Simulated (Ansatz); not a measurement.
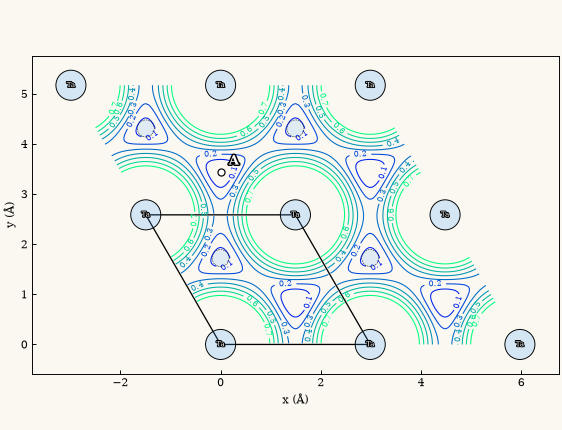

Si on a Ta(111) slab cut from the Fm-3m phase, its upper half relaxed before the scan (12 atoms of substrate and one adsorbate in a 2 × 2 cell). Si is moved over the surface cell; relaxed at each place: the height of the adsorbate's atoms; substrate rigid; the origin of the map has the adsorbate above Ta9. Places are given modulo a cell vector. The map is drawn in real space over the plane of the surface. The scan uses a 6 × 6 grid; 10 points were computed and 26 follow by symmetry. Places are given in fractions of the 1 × 1 surface cell. Energies are in eV, from the lowest grid point. The calculation used Ansatz 0.2.0, DFT PBE, scalar-relativistic, plane waves, PAW. Settings: cutoff 420 eV, k-mesh 6×6×1, gaussian smearing 0.1 eV, no spin polarisation.

In the figure: contour lines labelled in eV (none above 0.7), labelled circles for the atoms of the top layer and small ones for the second layer, the outline of one cell of the 2 × 2 shown, the point A. Between grid points the surface is interpolated.

Find the lowest pass out of the well at A.

Answer. The easiest path leads from the well at a threefold hollow over a third-layer Ta atom, (4/6, 2/6) of the cell vectors to the well at a threefold hollow over a second-layer Ta atom, (2/6, 4/6) of the cell vectors, about 0.059 eV higher. Its highest point lies about 0.26 eV above the bottom of the first well on the interpolated surface, at a bridge site between two Ta atoms, (3/6, 0/6) of the cell vectors. Seen from the upper well the barrier is about 0.2 eV. This is the barrier on the constrained surface; relaxing the other coordinates would change it.

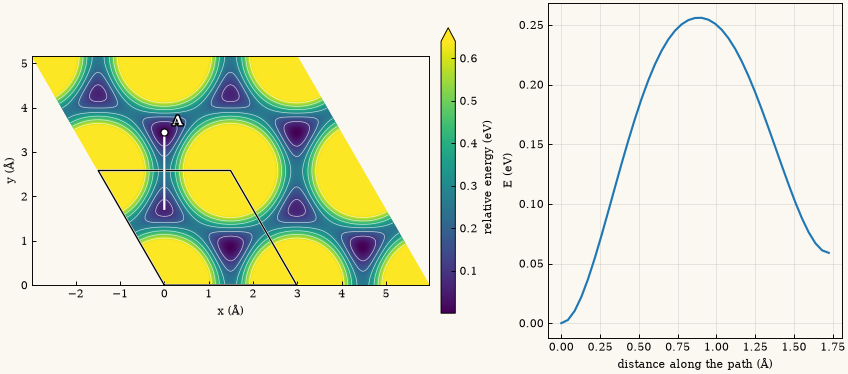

The picture shows a smooth colour map with a few white contour lines, a line along the lowest path, the outline of one cell of the 2 × 2 shown, one colour for all values above the top of the scale, the energy along the path at the right. Between grid points the surface is interpolated.

PAW datasets: the set soft_1.
